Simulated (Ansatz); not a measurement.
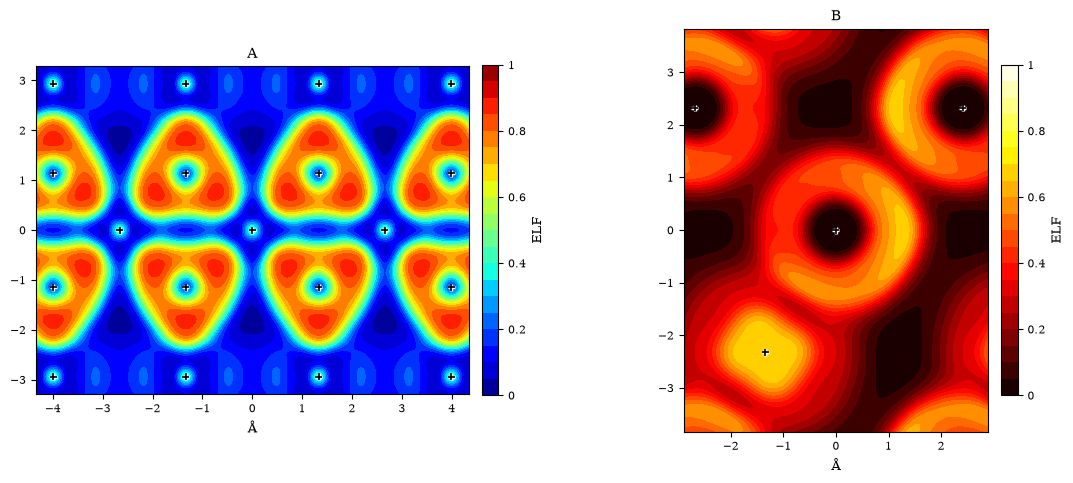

The electron localisation function of 2 systems, each on a plane through atoms (crosses mark nuclei in the plane).

Level of theory: DFT LDA, scalar-relativistic, plane waves, PAW (Ansatz).

System 1: SiO₂, the (110) plane of the conventional cell. Space group P4₂/mnm.

```
CELL_PARAMETERS angstrom
4.15487 0.00000 0.00000
0.00000 4.15487 0.00000
0.00000 0.00000 2.66146
ATOMIC_POSITIONS crystal
Si 0.00000 0.00000 0.00000
Si 0.50000 0.50000 0.50000
O 0.30558 0.30558 0.00000
O 0.19442 0.80558 0.50000
O 0.69442 0.69442 0.00000
O 0.80558 0.19442 0.50000
```

System 2: Te₂Pt, the (110) plane of the conventional cell. Space group P-3m1.

Question: Which map belongs to which system?

Answer: Panel A is system 1, SiO₂: the plane holds Si and O. Si–O (1.75 Å): the ELF peaks at about 0.85 between the atoms. Panel B is system 2, Te₂Pt: the plane holds Te and Pt. Te–Pt (2.68 Å): the ELF is about 0.50 at the midpoint.
